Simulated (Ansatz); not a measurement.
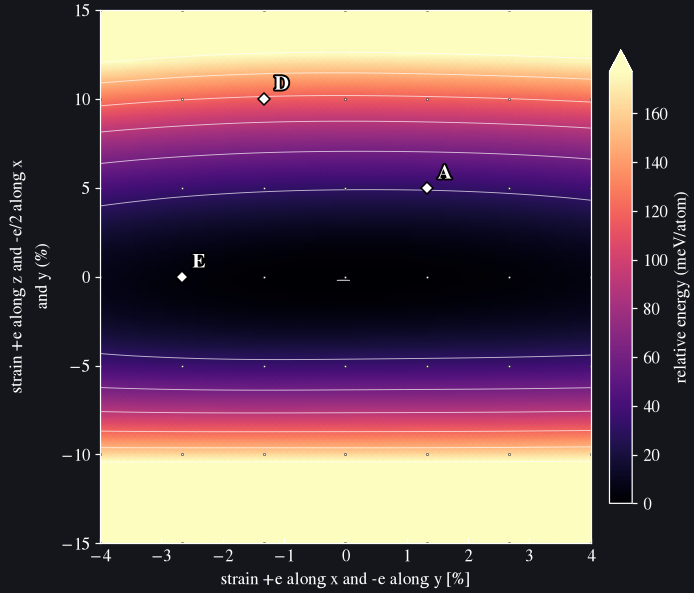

GaSb (Immm, No. 71; 2 atoms in the cell). 
- The energy is mapped over two homogeneous strains (x along [1 0 0], y along [0 1 0], z along [0 0 1] of the conventional cell).
- First axis: strain +e along x and -e along y. Second axis: strain +e along z and -e/2 along x and y.
- Nothing is relaxed (symmetry fixes all fractional coordinates).
- The grid has 7 × 7 points.
- Points are written as (first, second).
- Energies are in meV/atom, from the lowest grid point.
- These are results of DFT PBE, scalar-relativistic, plane waves, PAW in Ansatz, not measurements. Settings: cutoff 420 eV, k-mesh 16×16×16, gaussian smearing 0.15 eV, no spin polarisation.

The picture shows a smooth colour map with a few white contour lines, dots at the grid points, one colour for all values above the top of the scale, lettered points. Between grid points the surface is interpolated.

### Is A the lowest point of the computed grid?

No. A lies 32 meV/atom above the lowest grid point, which is at (0.00 %, 0 %).

### What kind of point is each of A, D: minimum, saddle, maximum or slope?

A: on a slope; D: on a slope. (In these two coordinates alone; a stationary point may lie a little off the grid point.)

### Rank the lettered points by energy, lowest first.

E (3.5 meV/atom), A (32 meV/atom), D (117 meV/atom).

PAW datasets: the set soft_1.
